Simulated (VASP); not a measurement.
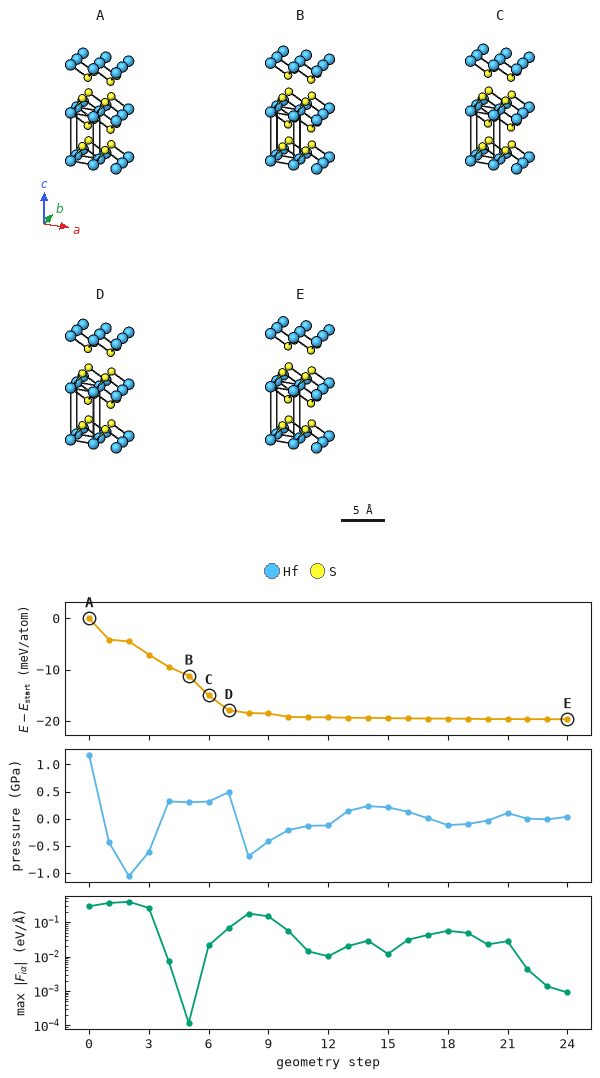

Frames of a relaxation of crystalline HfS₂ (set up in P-3m1), marked on the history of the run. Style: ball-and-stick. Shown: the cell of the calculation, repeated 2 × 2 × 2 with one cell outlined, slightly off an axis.

The run lets cell and atoms move.

Level of theory: Kohn-Sham DFT of a periodic cell, HSE06, VASP PAW PBE potentials, recommended in VASP 6.6.1.

Input
```
PREC = Accurate ; ENCUT = 520
EDIFF = 1E-6 ; ISMEAR = 0
SIGMA = 0.03 ; LREAL = F
LASPH = T ; NELM = 80
ALGO = Normal ; ISIF = 3
LWAVE = F ; LCHARG = F
GGA = PE ; LHFCALC = T
HFSCREEN = 0.2 ; PRECFOCK = Fast
IBRION = 2 ; NSW = 25
EDIFFG = -0.01 ; KPAR = 4
ISTART = 1
```

Command:
```bash
cat potpaw_PBE.64/Hf_pv/POTCAR potpaw_PBE.64/S/POTCAR > POTCAR
cp INCAR.step1 INCAR
mpirun -np 4 vasp_std > vasp.out
cp INCAR.step2 INCAR
mpirun -np 4 vasp_std > vasp.out
```

Describe the path.

Answer. The relaxation stopped without meeting its thresholds, so the last structure isn't shown to be converged. The largest moves relative to the cell, 0.18 Å, are those of S atoms. Hf stays in place. The drawn cell changes as follows: a = b 3.597 → 3.634 Å (+1.0 %), c 5.770 → 6.386 Å (+10.7 %); the volume changes by +13.0 %. The space group stays P-3m1 (No. 164). After 24 geometry steps the energy has fallen by 19.7 meV per atom. The largest force component goes from 0.29 to 0.0009 eV/Å. The pressure goes from 1.17 to 0.03 GPa. The volume changes by over a tenth within one run on a fixed set of plane waves, so the end point should be relaxed again from the new cell. From step 0 to 5: S atoms move most (0.07 Å), volume +4.8 %, energy −11.2 meV per atom. From step 5 to 6: S atoms move most (0.02 Å), volume +1.4 %, energy −3.8 meV per atom. From step 6 to 7: S atoms move most (0.04 Å), volume +2.7 %, energy −2.9 meV per atom. From step 7 to 24: S atoms move most (0.05 Å), volume +3.5 %, energy −1.8 meV per atom.

Limits of the set-up: layers or molecules are held without a dispersion correction, so their spacing is unreliable.
